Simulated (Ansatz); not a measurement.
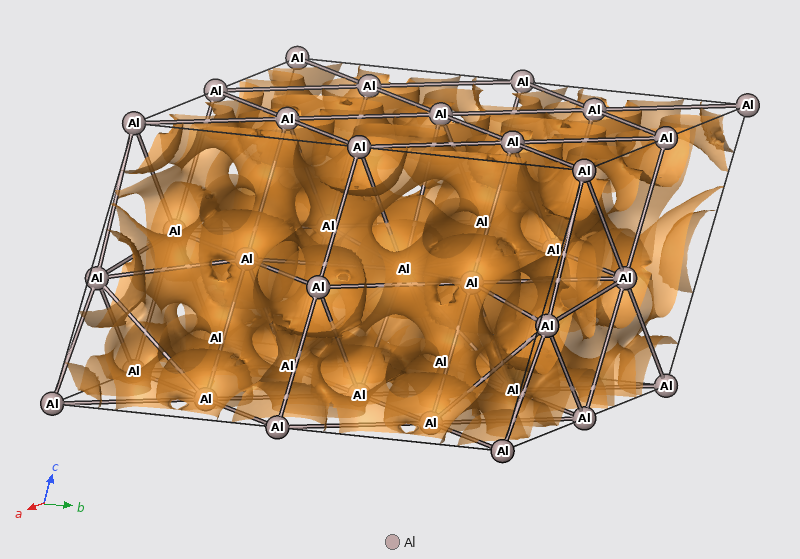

The picture shows: Al. Isosurface of the ELF at 0.55 (orange), seen slightly off an axis. Core shells and regions of very low density are left out. Sticks mark near contacts.

Space group Cm; a structure from a database of computed crystals, not necessarily the ambient phase; changed on purpose from its base cell (atom 1 (Al) moved by (-0.300, -0.150) A along [1 1 0] and z); not relaxed (largest force 1.7 eV/Å).

Method: Ansatz 0.2.0, DFT PBEsol, scalar-relativistic, plane waves, PAW.

In a PAW calculation such maps are meaningful between the atoms, not at the nuclei.

Input

```
crystal:
  lattice:
    - [-3.2128780077, -3.2128780077, 3.2128780077]
    - [3.2128780077, -3.2128780077, -3.2128780077]
    - [3.2128780077, 3.2128780077, 3.2128780077]
  atoms:
    - { symbol: Al, position: [0.5096692178, 0.5, -0.0563563312] }
    - { symbol: Al, position: [0.0, 0.5, 0.0] }
    - { symbol: Al, position: [0.5, 0.0, 0.0] }
    - { symbol: Al, position: [0.0, 0.0, 0.0] }
    - { symbol: Al, position: [0.5, 0.5, 0.5] }
    - { symbol: Al, position: [0.0, 0.5, 0.5] }
    - { symbol: Al, position: [0.5, 0.0, 0.5] }
    - { symbol: Al, position: [0.0, 0.0, 0.5] }
basis:
  ecutwfc: 420
kpoints:
  mp_grid: { grid: [14, 14, 14] }
hamiltonian:
  xc: pbesol
scf:
  occupations: { method: gaussian, width: 0.15 }
output:
  forces: true
  stress: true
  eigenvalues: true
  write_density: true
  write_potential: true
  elf: true
  volumetric_format: npy
```

Launched as:

```sh
ansatz run input.yaml --threads 2 --pin off --max-ram 5120MiB --backend cpu --events-out ev --progress --plain --runs-dir out
```

Below, planes, directions and counts refer to the conventional cell (a = 6.43 Å, b = 9.09 Å, c = 5.56 Å, α = 90.00°, β = 125.26°, γ = 90.00°).

Identify the bonds, lone pairs and shells in this picture.

The ELF exceeds this value in one network that runs through the whole crystal, counted in one cell of 16 atoms. Any copies at cell faces, edges or corners count once. There are no localised bonds or lone pairs at this value. Along the contacts the grid gives the following. Al–Al (2.45 Å): the ELF peaks at about 0.80 between the atoms. Al–Al (2.64 Å): the ELF peaks at about 0.70 between the atoms.
